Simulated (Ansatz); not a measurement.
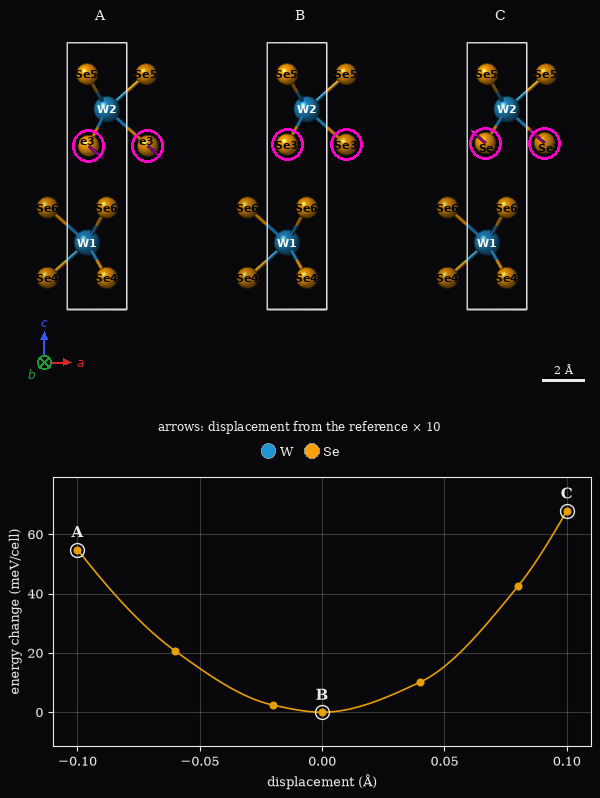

Solid WSe2 (P6_3/mmc): Se3 (one in each cell of 6 atoms) is moved towards the nearest copy of atom 2 (W) at 2.534 Å, all else fixed. The lettered frames are marked on the plot. A ball-and-stick model of the cell of the calculation, seen along the b axis. The ringed atoms are those of the scanned coordinate. Purple arrows: displacements from the reference.

All numbers below come from Ansatz, DFT PBE+D3(BJ), scalar-relativistic, plane waves, PAW. (plane-wave cutoff 420 eV; k-point mesh 12 × 12 × 2; occupations gaussian; smearing width 0.05 eV; no spin polarisation). Energies (free energies at the smearing named) are counted from the relaxed crystal.

Question: Describe the profile.

Answer: Of the computed points the lowest is at the displacement 0.00 Å, 0.0 meV/cell. At the ends of the scan the energy is 54.9 meV/cell (−0.10 Å) and 67.9 meV/cell (0.10 Å). The curvature at zero is about 12 eV/Å². The well is lopsided: at ±0.10 Å the energy is 1.2 times higher on the positive side. At the highest point the shortest interatomic distance is 2.43 Å, against 2.53 Å in the reference. The distortion takes the space group from P6_3/mmc to Cm.
